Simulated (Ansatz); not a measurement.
The calculation's input:

```
crystal:
  lattice:
    - [3.0752406057, 0.0, 0.0]
    - [-1.5376203028, 2.7566882179, 0.0]
    - [0.0, 0.0, 5.1836251588]
  atoms:
    - { symbol: Ga, position: [0.3344562232, 0.6689124464, 0.000664077] }
    - { symbol: Ga, position: [0.6655437768, 0.3310875536, 0.500664077] }
    - { symbol: "N", position: [0.3367603276, 0.6735206552, 0.374335923] }
    - { symbol: "N", position: [0.6632396724, 0.3264793448, 0.874335923] }
kpoints:
  mp_grid: { grid: [12, 12, 6] }
  band_path:
    path:
      - [0.0, 0.0, 0.0]
      - [0.5, 0.0, 0.0]
      - [0.3333333333, 0.3333333333, 0.0]
      - [0.0, 0.0, 0.5]
      - [0.5, 0.0, 0.5]
      - [0.3333333333, 0.3333333333, 0.5]
    npoints: 1
hamiltonian:
  xc: pbe
scf:
  occupations: { method: fermi_dirac, width: 0.02 }
  n_extra_bands: 5
output:
  forces: true
  stress: true
  eigenvalues: true
  write_density: true
  write_potential: true
  elf: true
  volumetric_format: npy
```

Run with:

```sh
ansatz run input.yaml --threads 4 --pin off --max-ram 3686MiB --backend cpu --events-out ev --progress --plain --runs-dir out
```

Below, planes, directions and counts refer to the conventional cell (a = 3.08 Å, b = 5.51 Å, c = 5.18 Å, α = 90.00°, β = 90.00°, γ = 90.00°).

Space group Cmc2₁; started from the wurtzite prototype, which need not be the ambient phase; changed on purpose from its base cell (uniaxial x strain -3.4%); computed pressure about 14 GPa in this cell.

Theory: Ansatz 0.2.0, DFT, PBE, plane waves, PAW.

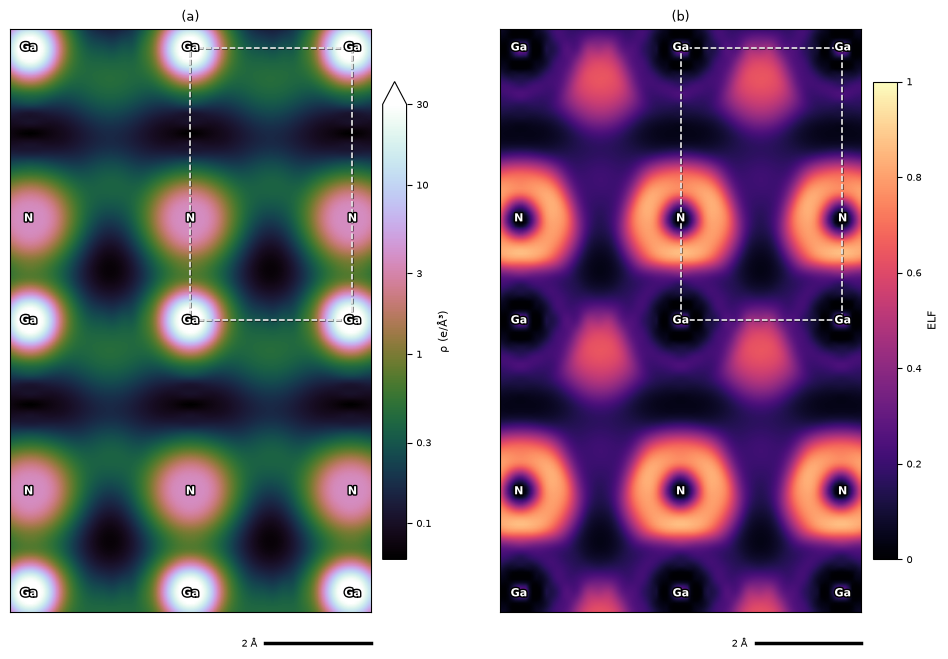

GaN. (a) valence charge density (pseudo); (b) ELF on the (010) plane of the conventional cell.

The density is the valence pseudo-density of a PAW calculation; it isn't the true density close to the nuclei.

What do the fields say about this system?

Atoms in the plane: Ga and N. Atoms just off the plane (Ga, 0.9 Å away and N, 0.9 Å away) can leave unmarked features too. Ga–N (1.94 Å): the density is about 0.78 e/Å³ at the midpoint; the ELF peaks at about 0.85 in the valence shell of N, 0.6 Å from its nucleus, and is about 0.50 at the midpoint. Between the atoms the lowest density in this plane is 0.06 e/Å³.

Metal or insulator at this level of theory?

It is gapped, with a Kohn–Sham gap of 2.0 eV on the k-point mesh (the band edges may lie off the mesh, which would make the gap smaller).
